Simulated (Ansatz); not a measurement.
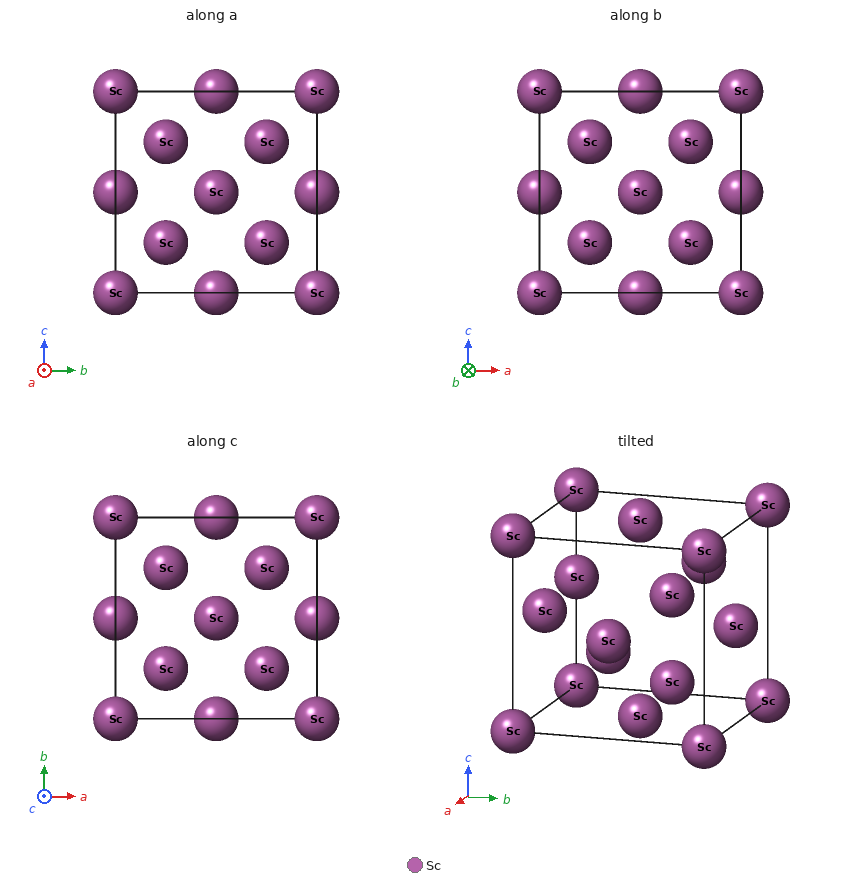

The figure gives a spheres-only picture of the atoms, viewed along the a axis, along the b axis, along the c axis and slightly off an axis. The conventional unit cell is outlined; an atom on or near a face, edge or corner is repeated at each equivalent position.

Lattice parameters: a = 6.5896 Å, b = 6.5896 Å, c = 6.5896 Å, α = 90.000°, β = 90.000°, γ = 90.000°.

Question: Express the structure as a CIF in P1 with every atom of the cell.

Answer:
```cif
data_structure
_symmetry_space_group_name_H-M 'P 1'
_symmetry_Int_Tables_number 1
_cell_length_a 6.5896
_cell_length_b 6.5896
_cell_length_c 6.5896
_cell_angle_alpha 90.000
_cell_angle_beta 90.000
_cell_angle_gamma 90.000
_cell_volume 286.14
loop_
_atom_site_label
_atom_site_type_symbol
_atom_site_fract_x
_atom_site_fract_y
_atom_site_fract_z
_atom_site_occupancy
Sc1 Sc 0.7500 0.7500 0.2500 1
Sc2 Sc 0.0000 0.5000 0.5000 1
Sc3 Sc 0.7500 0.2500 0.7500 1
Sc4 Sc 0.0000 0.0000 0.0000 1
Sc5 Sc 0.2500 0.7500 0.7500 1
Sc6 Sc 0.5000 0.5000 0.0000 1
Sc7 Sc 0.2500 0.2500 0.2500 1
Sc8 Sc 0.5000 0.0000 0.5000 1
```

Origin of the cell: a structure type filled with this element by a generator (whether the element takes this form wasn't checked). Earlier steps of the study may have refined or changed the cell and positions. It was run through Ansatz as a DFT input.
